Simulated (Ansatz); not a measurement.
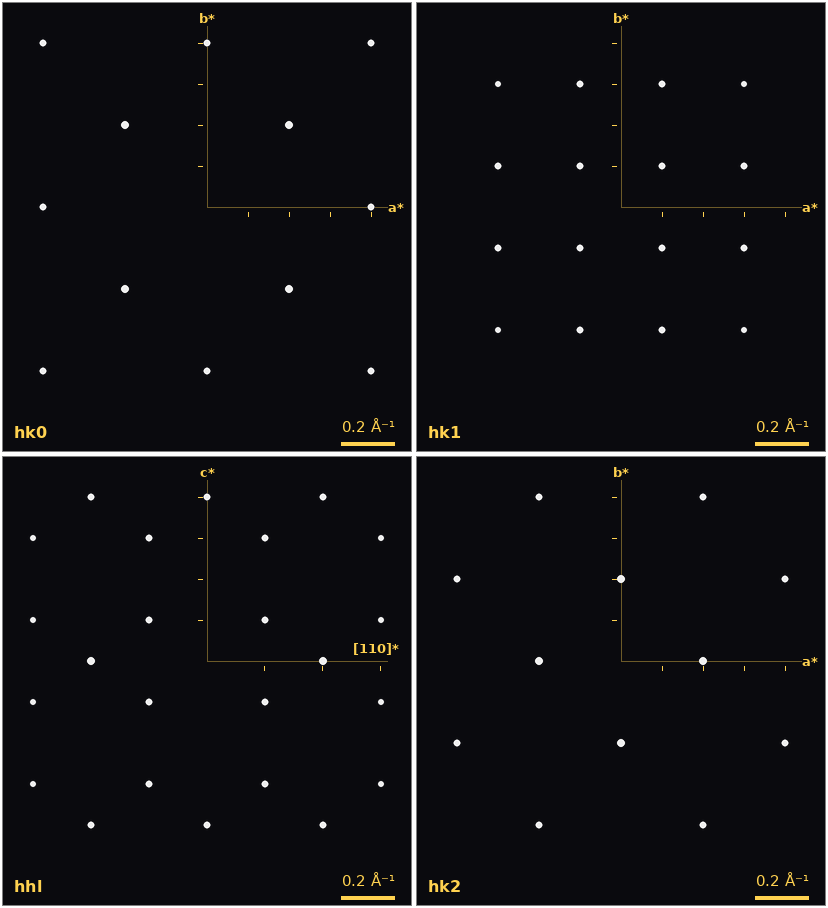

Four undistorted layers of reciprocal space, calculated for a single crystal (X-rays, kinematic |F|², B = 0.5 Å²). Tick marks count the reciprocal lattice steps of the conventional cell along each axis.

> What cell do the layers give?

a* = 0.157, b* = 0.157, c* = 0.157 Å⁻¹; the cell is cubic with a = 6.37 Å.

> Which reflection conditions do the layers show?

Reflections are present only under these conditions. hkl: h + k = 2n, h + l = 2n; hk0: h = 2n, h + k = 4n; hhl: h + l = 2n; h00: h = 4n. The lattice is face-centred (F). Further gaps, such as 2 2 2, 4 4 2, come from atoms on special positions, not from the group's general conditions.

> Which space groups fit?

The intensities have Laue symmetry m-3m (the hk0 layer shows 4mm, hk1 shows 4mm). With these conditions only Fd-3m (No. 227) fits. The compound is Hf. Structure: the end point of a relaxation with Ansatz, DFT PBEsol, scalar-relativistic, plane waves, PAW; the starting structure was generated, so it need not be a known form of this composition.
